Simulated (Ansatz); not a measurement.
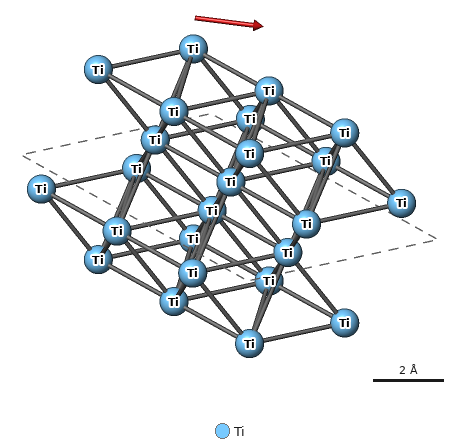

Solid Ti (Fm-3m): the crystal above a cut along the (1 1 1) plane of the conventional cell (between a plane of Ti below and one of Ti above, 2.34 Å apart) is slid rigidly by fractions of an in-plane lattice vector 4.97 Å long (a generalised stacking fault). One cut stands in each cell, which starts 14.1 Å high; nothing is relaxed, and the dashed outline marks the cut, the arrow on top the direction of slip. The picture shows the perfect crystal around the cut (dashed). A ball-and-stick model of the layers on both sides of the cut, seen obliquely from above.

These are results of DFT PBEsol, scalar-relativistic, plane waves, PAW in Ansatz 0.2.0, not measurements. Set-up: plane-wave cutoff 420 eV; k-point mesh 19 × 19 × 4; occupations gaussian; smearing width 0.15 eV; no spin polarisation. Energies (free energies at the smearing named) are counted from the cell as listed in its source, which wasn't relaxed.

The input:
```yaml
crystal:
  lattice:
    - [2.03, -2.03, 0.0]
    - [2.03, 0.0, -2.03]
    - [8.12, 8.12, 8.12]
  atoms:
    - { symbol: Ti, position: [0.6666666667, 0.6666666667, 0.1666666667] }
    - { symbol: Ti, position: [0.0, 0.0, 0.0] }
    - { symbol: Ti, position: [0.3333333333, 0.3333333333, 0.3333333333] }
    - { symbol: Ti, position: [0.6666666667, 0.6666666667, 0.6666666667] }
    - { symbol: Ti, position: [0.0, 0.0, 0.5] }
    - { symbol: Ti, position: [0.3333333333, 0.3333333333, 0.8333333333] }
basis:
  ecutwfc: 420
kpoints:
  mp_grid: { grid: [19, 19, 4] }
hamiltonian:
  xc: pbesol
scf:
  occupations: { method: gaussian, width: 0.15 }
output:
  forces: true
  stress: true
  eigenvalues: true
  write_density: true
  write_potential: true
  elf: true
  volumetric_format: npy
```

Command:
```bash
ansatz run input.yaml --threads 2 --pin off --max-ram 5120MiB --backend cpu --events-out ev --progress --plain --runs-dir out
```

### What energies does the calculation give (the slip: 0.000, 0.083, 0.167, 0.250, 0.333, 0.417, 0.500, 0.583, 0.667, 0.750, 0.833, 0.917, 1.000)?

| slip (fraction of the lattice vector) | γ (mJ/m²) |
| --- | --- |
| 0.000 | 0 |
| 0.083 | 87 |
| 0.167 | 294 |
| 0.250 | 571 |
| 0.333 | 747 |
| 0.417 | 540 |
| 0.500 | 191 |
| 0.583 | −64 |
| 0.667 | −163 |
| 0.750 | −82 |
| 0.833 | 56 |
| 0.917 | 63 |
| 1.000 | 0 |

Points that are alike by symmetry were computed once.

The curve starts and ends at zero, since a full lattice vector restores the crystal. Its highest computed point is 747 mJ/m² at slip 0.333. The local minimum at 0.667 (−163 mJ/m²) is a metastable fault on this line; the lower of the two humps that part it from the perfect crystal is 63 mJ/m² high. The path isn't symmetric about half-way. Relaxation across the fault would lower the values.
